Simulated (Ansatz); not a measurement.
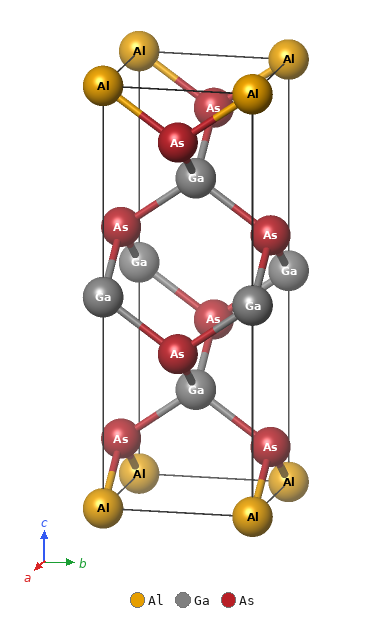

Shown here is a ball-and-stick view of the crystal, taken slightly off an axis. The box is the conventional unit cell; atoms on or close to its faces, edges and corners are drawn wherever they repeat. Cell: a = 4.06 Å, b = 4.06 Å, c = 11.48 Å, α = 90.00°, β = 90.00°, γ = 90.00°.

The starting point was a structure type filled with these elements by a generator (whether the compound takes this form wasn't checked). Earlier steps of the study, as a rule a relaxation of our own, may have changed the cell and positions, so they can lie some per cent off the listed ones. Ansatz was used for an electronic-structure calculation on it.

### State composition, symmetry and coordination.

The structure is one of AlGa$_{3}$As$_{4}$. The lattice is primitive tetragonal and the space group P-4m2 (No. 115). In the cell are 1 Al, 3 Ga, 4 As, which makes 1 formula unit. Al is linked to four As in a tetrahedral arrangement at about 2.5 Å. About every Ga there are four As in a tetrahedral arrangement at about 2.5 Å. As takes two kinds of site: 2g with two Al and two Ga in a tetrahedral arrangement (about 2.5 Å to Al, 2.5 Å to Ga); 2g with four Ga in a tetrahedral arrangement at about 2.5 Å. The bonds build a three-dimensional framework.

Method used: DFT r2SCAN, scalar-relativistic, plane waves, PAW in Ansatz 0.2.0. It ran with a 500 eV plane-wave basis, 10×10×4 k-mesh, Gaussian smearing of 0.02 eV, no spin polarisation.

### Classify it as metallic or gapped, with the value.

A semiconductor at this level, with a gap of 1.01 eV, direct.

### State the Bader charges by element.

Al +2.05 e; Ga +0.76 e; As -1.41 to -0.75 e.

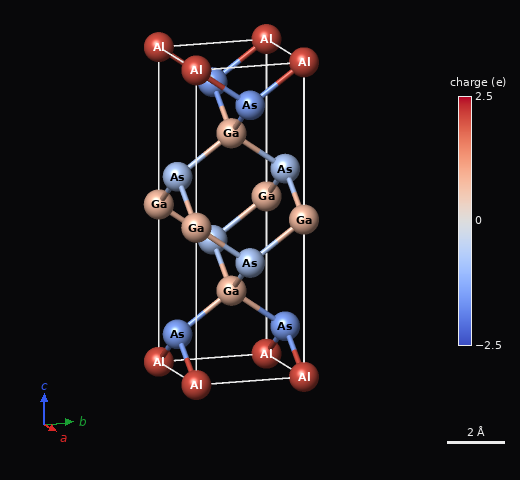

The atoms coloured by those charges. The run's cell of 8 atoms is drawn.

### Can this geometry be taken as optimised?

No. The largest force is 0.06 eV/Å, on As. The pressure is -2.5 GPa, so the cell would contract.
